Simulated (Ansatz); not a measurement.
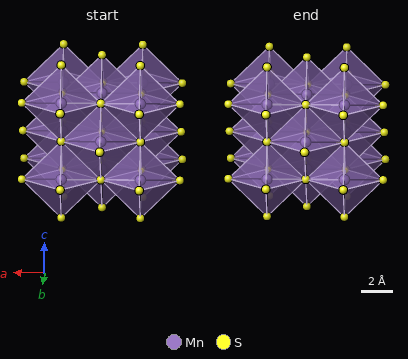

The structure of a crystal of MnS (set up in Fm-3m) before (left) and after (right) a relaxation, at one scale.

A polyhedral model of the conventional cell (4 times the calculation's cell), seen from a free direction. Lengths and directions refer to the drawn axes.

Method: DFT PBE, scalar-relativistic, plane waves, PAW (Ansatz). (plane-wave cutoff 420 eV; k-point mesh 14 × 14 × 14; occupations gaussian; smearing width 0.1 eV; collinear spin; cell and atoms relaxed; force threshold 0.005 eV/Å; at most 80 steps)

**Summarise the run.**

No atom moves by more than 0.005 Å relative to the cell. The volume changes by −6.4 %, with a = b = c 5.209 → 5.095 Å (−2.2 %). Among the contacts that change: Mn–S 2.604 → 2.548 Å. The space group stays Fm-3m (No. 225). Over 3 accepted moves (4 points after the start) the energy falls by 24.2 meV per cell of the calculation. All forces vanish by symmetry, so only the cell relaxes. The pressure goes from −3.14 to −0.03 GPa. The SCF was repeated once at an unchanged geometry on a basis and grid sized afresh for the cell, which shifted the energy by 0.6 meV per cell of the calculation at most. Cost: 44 s on 1 thread of Arm Neoverse V1, on a shared host, peak memory 0.37 GiB.
